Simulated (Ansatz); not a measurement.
Cell and atoms:

```cif
data_structure
_symmetry_space_group_name_H-M 'P 1'
_symmetry_Int_Tables_number 1
_cell_length_a 2.7701
_cell_length_b 2.7701
_cell_length_c 9.2765
_cell_angle_alpha 90.000
_cell_angle_beta 90.000
_cell_angle_gamma 120.000
_cell_volume 61.65
loop_
_atom_site_label
_atom_site_type_symbol
_atom_site_fract_x
_atom_site_fract_y
_atom_site_fract_z
_atom_site_occupancy
Al1 Al 0.00000 0.00000 0.00653 1
Al2 Al 0.33333 0.66667 0.24347 1
Al3 Al 0.00000 0.00000 0.50653 1
Al4 Al 0.66667 0.33333 0.74347 1
```

What does this file describe?

Answer. The element is aluminium. It belongs to space group P6_3mc (No. 186) and has a primitive hexagonal lattice. The cell holds four atoms.

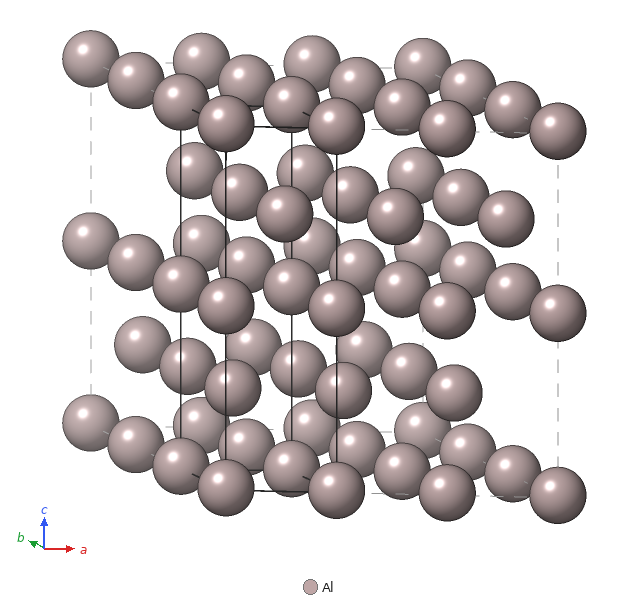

Drawn in the spheres-only manner and seen slightly off an axis. The drawing covers 3×3×1 cells, and the solid lines enclose one conventional unit cell. Colours: aluminium light grey.

The cell started as a structure listed in the Materials Project. The cell was then strained or its atoms displaced on purpose. It went into a calculation with Ansatz.

At this level of theory the cell isn't at rest (compressed, at 7 GPa and forces up to 0.7 eV/Å), so its distances can differ from those at equilibrium, the more so the softer the solid.
